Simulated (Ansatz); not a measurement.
The coordinates of a crystal:

```yaml
crystal:
  lattice:
    - [3.14073, 0.00000, 0.00000]
    - [-1.57036, 2.71995, 0.00000]
    - [0.00000, 0.00000, 28.01391]
  atoms:
    - { symbol: Mo, position: [0.66667, 0.33333, 0.49643] }
    - { symbol: Mo, position: [0.33333, 0.66667, 0.27196] }
    - { symbol: Mo, position: [0.33333, 0.66667, 0.72090] }
    - { symbol: S, position: [0.33333, 0.66667, 0.55566] }
    - { symbol: S, position: [0.66667, 0.33333, 0.33120] }
    - { symbol: S, position: [0.66667, 0.33333, 0.78008] }
    - { symbol: S, position: [0.33333, 0.66667, 0.44434] }
    - { symbol: S, position: [0.66667, 0.33333, 0.21992] }
    - { symbol: S, position: [0.66667, 0.33333, 0.66880] }
```

Describe what this structure looks like.

Answer. Formula: MoS₂. In the cell are 3 Mo, 6 S, which makes 3 formula units. Mo is linked to six S in a trigonal prismatic arrangement at 2.33 to 2.46 Å. Each S atom is coordinated by three Mo in a trigonal pyramidal arrangement at 2.33 to 2.46 Å. Not all metal-metal contacts are counted. The bonds build MoS2 layers parallel to (001).

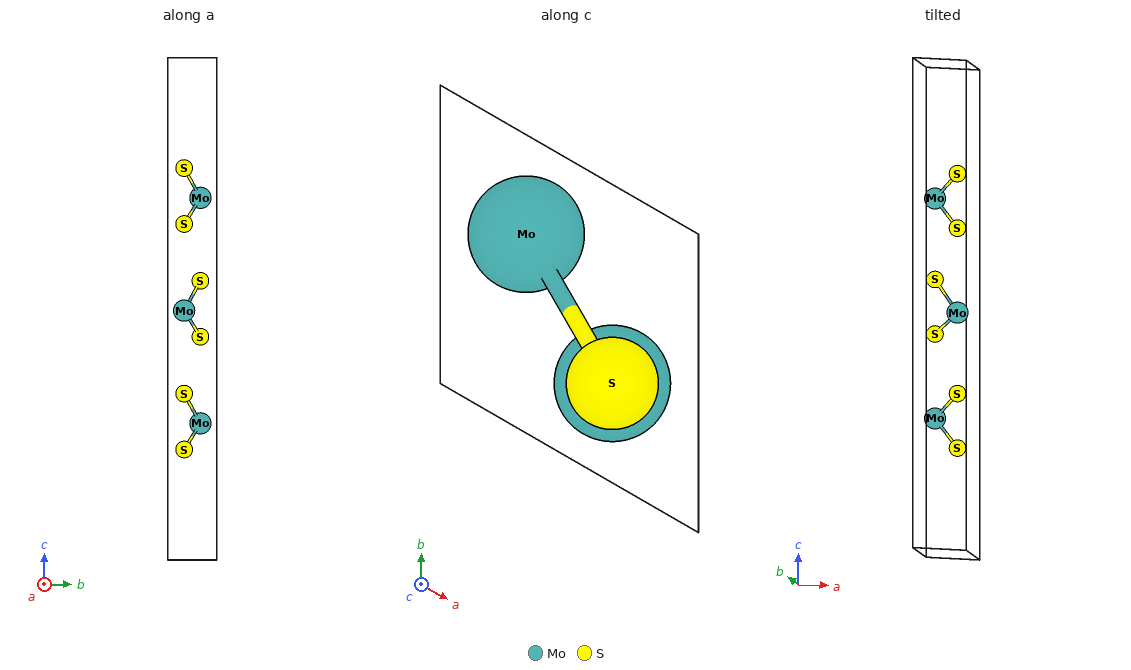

Structure drawing (ball-and-stick), viewed along the a axis, along the c axis and slightly off an axis. The parallelepiped is the simulation cell. Colours: molybdenum teal, sulfur yellow.

The cell started as a structure listed in the Materials Project. The cell was then strained or its atoms displaced on purpose. An electronic-structure calculation with Ansatz was run on it.

At this level of theory the run's own cell isn't at rest (forces up to 3.1 eV/Å), so its distances can differ from those at equilibrium, the more so the softer the solid.
